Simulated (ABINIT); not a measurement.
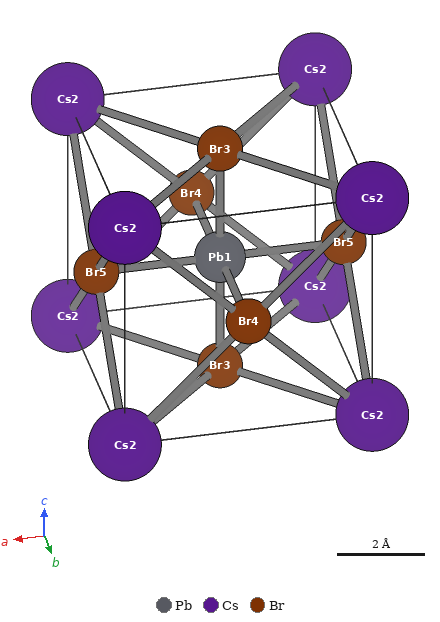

Fig. 1: The structure as given in the input (ball-and-stick view of the cell of the calculation, seen at an oblique angle; atoms are numbered from 1 in the order of the input). An atom can appear more than once, as a periodic image.

## Run report: CsPbBr$_{3}$, optical-spectrum calculation (part 1 of 2)

The run: optical-spectrum calculation of CsPbBr$_{3}$ (Pm-3m, 5 atoms in the cell). Method and program: Kohn-Sham DFT of a periodic cell, PBEsol, PseudoDojo NC SR PBEsol v0.4.1 standard, no spin polarisation (ABINIT 10.8.3).

The structure derives from an entry of the Crystallography Open Database.

**The input**
```
ndtset 3

pp_dirpath "./"
pseudos "Pb.upf, Cs.upf, Br.upf"

acell 11.0926923516 11.0926923516 11.0926923516
rprim
     1.0000000000     0.0000000000     0.0000000000
     0.0000000000     1.0000000000     0.0000000000
     0.0000000000     0.0000000000     1.0000000000
ntypat 3
znucl 82 55 35
natom 5
typat 1 2 3 3 3
xred
            1/2            1/2            1/2
            0.0            0.0            0.0
            1/2            1/2            0.0
            1/2            0.0            1/2
            0.0            1/2            1/2

ecut 24.0

ngkpt 6 6 6
nshiftk 1
shiftk 0.5 0.5 0.5
istwfk *1

ixc -116133

occopt 1

nstep 80
diemac 6.0

iomode 3
prteig 0
prtebands 0

nband1 22
tolvrs1 1.0e-12
prtden1 1
prtwf1 0
kptopt1 1

iscf2 -2
getden2 1
nband2 32
nbdbuf2 4
tolwfr2 1.0e-12
nstep2 120
prtden2 0
kptopt2 1

optdriver3 8
wfk_task3 "wfk_optics_fullbz"
getwfk3 2
nband3 28
kptopt3 1
prtevk3 1
inclvkb3 2
```

**File optic.abi**
```
&FILES
 ddkfile_1 = 'runo_DS3_1_EVK.nc',
 ddkfile_2 = 'runo_DS3_2_EVK.nc',
 ddkfile_3 = 'runo_DS3_3_EVK.nc',
 wfkfile = 'runo_DS3_WFK.nc'
/
&PARAMETERS
 broadening = 0.007350,
 domega = 0.002,
 maxomega = 0.8,
 scissor = 0.000000,
 tolerance = 0.002
/
&COMPUTATIONS
 num_lin_comp = 1,
 lin_comp = 11,
 num_nonlin_comp = 0
/
```

Launch command:
```bash
abinit run.abi > log 2>&1
optic optic.abi > optic.log 2>&1
```

**Output**
```
.Version 10.8.3 of ABINIT
 DATASET    1 : space group Pm -3 m (#221); Bravais cP (primitive cubic)
================================================================================
 Values of the parameters that define the memory need for DATASET  1.
     intxc =       0    ionmov =       0      iscf =       7    lmnmax =       8
     lnmax =       8     mgfft =      50  mpssoang =       4    mqgrid =    3001
     natom =       5  nloc_mem =       1    nspden =       1   nspinor =       1
    nsppol =       1      nsym =      48    n1xccc =    2501    ntypat =       3
    occopt =       1   xclevel =       2
       mpw =        7679          nfft =      125000          nkpt =          10
================================================================================
================================================================================

 DATASET    2 : space group Pm -3 m (#221); Bravais cP (primitive cubic)
================================================================================
 Values of the parameters that define the memory need for DATASET  2.
     intxc =       0    ionmov =       0      iscf =      -2    lmnmax =       8
     lnmax =       8     mgfft =      50  mpssoang =       4    mqgrid =    3001
     natom =       5  nloc_mem =       1    nspden =       1   nspinor =       1
    nsppol =       1      nsym =      48    n1xccc =    2501    ntypat =       3
    occopt =       1   xclevel =       2
       mpw =        7679          nfft =      125000          nkpt =          10
================================================================================
================================================================================

 DATASET    3 : space group Pm -3 m (#221); Bravais cP (primitive cubic)
================================================================================
 Values of the parameters that define the memory need for DATASET  3.
     intxc =       0    ionmov =       0      iscf =       7    lmnmax =       8
     lnmax =       8     mgfft =      50  mpssoang =       4    mqgrid =    3001
     natom =       5  nloc_mem =       1    nspden =       1   nspinor =       1
    nsppol =       1      nsym =      48    n1xccc =    2501    ntypat =       3
    occopt =       1   xclevel =       2
       mpw =        7679          nfft =      125000          nkpt =          10
================================================================================
================================================================================

--------------------------------------------------------------------------------
------------- Echo of variables that govern the present computation ------------
--------------------------------------------------------------------------------
 -outvars: echo values of preprocessed input variables --------
            acell      1.1092692352E+01  1.1092692352E+01  1.1092692352E+01 Bohr
              amu      2.07200000E+02  1.32905430E+02  7.99040000E+01
           diemac      6.00000000E+00
             ecut      2.40000000E+01 Hartree
           getden1          0
           getden2          1
           getden3          0
           getwfk1          0
           getwfk2          0
           getwfk3          2
             iscf1          7
             iscf2         -2
             iscf3          7
              ixc     -116133
           jdtset        1    2    3
         kptrlatt        6    0    0      0    6    0      0    0    6
          kptrlen      6.65561541E+01
            natom           5
            nband1         22
            nband2         32
            nband3         28
           nbdbuf1          0
           nbdbuf2          4
           nbdbuf3          0
           ndtset           3
            ngfft          50      50      50
             nkpt          10
            nstep1         80
            nstep2        120
            nstep3         80
             nsym          48
           ntypat           3
        optdriver1          0
        optdriver2          0
        optdriver3          8
           prtden1          1
           prtden2          0
           prtden3          1
        prtebands           0
           prteig           0
           prtevk1          0
           prtevk2          0
           prtevk3          1
            prtwf1          0
            prtwf2          1
            prtwf3          1
           shiftk      5.00000000E-01  5.00000000E-01  5.00000000E-01
          spgroup         221
           tolvrs1     1.00000000E-12
           tolvrs2     0.00000000E+00
           tolvrs3     0.00000000E+00
           tolwfr1     0.00000000E+00
           tolwfr2     1.00000000E-12
           tolwfr3     0.00000000E+00
            typat      1  2  3  3  3
         wfk_task1          0
         wfk_task2          0
         wfk_task3          7
           xangst      2.9349999980E+00  2.9349999980E+00  2.9349999980E+00
                       0.0000000000E+00  0.0000000000E+00  0.0000000000E+00
                       2.9349999980E+00  2.9349999980E+00  0.0000000000E+00
                       2.9349999980E+00  0.0000000000E+00  2.9349999980E+00
                       0.0000000000E+00  2.9349999980E+00  2.9349999980E+00
            xcart      5.5463461758E+00  5.5463461758E+00  5.5463461758E+00
                       0.0000000000E+00  0.0000000000E+00  0.0000000000E+00
                       5.5463461758E+00  5.5463461758E+00  0.0000000000E+00
                       5.5463461758E+00  0.0000000000E+00  5.5463461758E+00
                       0.0000000000E+00  5.5463461758E+00  5.5463461758E+00
             xred      5.0000000000E-01  5.0000000000E-01  5.0000000000E-01
                       0.0000000000E+00  0.0000000000E+00  0.0000000000E+00
                       5.0000000000E-01  5.0000000000E-01  0.0000000000E+00
                       5.0000000000E-01  0.0000000000E+00  5.0000000000E-01
                       0.0000000000E+00  5.0000000000E-01  5.0000000000E-01
            znucl       82.00000   55.00000   35.00000

================================================================================

 chkinp: Checking input parameters for consistency, jdtset=   1.

 chkinp: Checking input parameters for consistency, jdtset=   2.

 chkinp: Checking input parameters for consistency, jdtset=   3.

================================================================================
== DATASET  1 ==================================================================

--- !DatasetInfo
iteration_state: {dtset: 1, }
dimensions: {natom: 5, nkpt: 10, mband: 22, nsppol: 1, nspinor: 1, nspden: 1, mpw: 7679, }
cutoff_energies: {ecut:  24.0, pawecutdg:  -1.0, }
electrons: {nelect:   4.40000000E+01, charge:   0.00000000E+00, occopt:   1.00000000E+00, tsmear:   1.00000000E-02, }
meta: {optdriver: 0, ionmov: 0, optcell: 0, iscf: 7, paral_kgb: 0, }
...

 Real(R)+Recip(G) space primitive vectors, cartesian coordinates (Bohr,Bohr^-1):
 R(1)= 11.0926924  0.0000000  0.0000000  G(1)=  0.0901494  0.0000000  0.0000000
 R(2)=  0.0000000 11.0926924  0.0000000  G(2)=  0.0000000  0.0901494  0.0000000
 R(3)=  0.0000000  0.0000000 11.0926924  G(3)=  0.0000000  0.0000000  0.0901494
 Unit cell volume ucvol=  1.3649317E+03 bohr^3
 Angles (23,13,12)=  9.00000000E+01  9.00000000E+01  9.00000000E+01 degrees

 getcut: wavevector=  0.0000  0.0000  0.0000  ngfft=  50  50  50
         ecut(hartree)=     24.000   => boxcut(ratio)=   2.04391

--- Pseudopotential description ------------------------------------------------
- pspini: atom type   1  psp file is ./Pb.upf
  82.00000  14.00000  180301                  znucl, zion, pspdat
12 -116133 2 -1 1678                          pspcod,pspxc,lmax,lloc,mmax
     nproj     2     2     2     0

- pspini: atom type   2  psp file is ./Cs.upf
  55.00000   9.00000  180301                  znucl, zion, pspdat
12 -116133 3 -1 2384                          pspcod,pspxc,lmax,lloc,mmax
     nproj     2     2     2     2

- pspini: atom type   3  psp file is ./Br.upf
  35.00000   7.00000  180301                  znucl, zion, pspdat
12 -116133 2 -1 1098                          pspcod,pspxc,lmax,lloc,mmax
     nproj     2     2     2     0

   4.36917155E+03                                ecore*ucvol(ha*bohr**3)
--------------------------------------------------------------------------------

================================================================================

--- !BeginCycle
iteration_state: {dtset: 1, }
solver: {iscf: 7, nstep: 80, nline: 4, wfoptalg: 0, }
tolerances: {tolvrs: 1.00E-12, }
...

     iter   Etot(hartree)      deltaE(h)  residm     vres2
 ETOT  1  -139.58552450695    -1.396E+02 3.135E-01 3.200E+02
 ETOT  2  -140.99640713141    -1.411E+00 1.275E-02 1.679E+02
 ETOT  3  -141.01611510909    -1.971E-02 2.388E-04 4.670E+01
 ETOT  4  -141.01862446858    -2.509E-03 3.008E-05 1.161E+01
 ETOT  5  -141.01967264986    -1.048E-03 9.033E-05 1.843E-01
 ETOT  6  -141.01967774268    -5.093E-06 1.738E-07 5.540E-02
 ETOT  7  -141.01968332153    -5.579E-06 4.228E-07 8.540E-04
 ETOT  8  -141.01968332227    -7.366E-10 4.460E-09 1.560E-03
 ETOT  9  -141.01968348951    -1.672E-07 1.032E-09 1.224E-05
 ETOT 10  -141.01968349328    -3.770E-09 1.654E-10 3.918E-07
 ETOT 11  -141.01968349349    -2.081E-10 1.137E-11 2.851E-08
 ETOT 12  -141.01968349350    -1.191E-11 1.618E-12 2.130E-09
 ETOT 13  -141.01968349350     1.421E-13 1.901E-13 3.884E-10
 ETOT 14  -141.01968349350    -1.279E-12 2.730E-14 7.785E-12
 ETOT 15  -141.01968349350     2.359E-12 3.865E-15 4.465E-12
 ETOT 16  -141.01968349350    -7.674E-13 4.675E-16 1.216E-13

 At SCF step   16       vres2   =  1.22E-13 < tolvrs=  1.00E-12 =>converged.

 Cartesian components of stress tensor (hartree/bohr^3)
  sigma(1 1)=  3.61965647E-06  sigma(3 2)=  0.00000000E+00
  sigma(2 2)=  3.61965647E-06  sigma(3 1)=  0.00000000E+00
  sigma(3 3)=  3.61965647E-06  sigma(2 1)=  0.00000000E+00
```
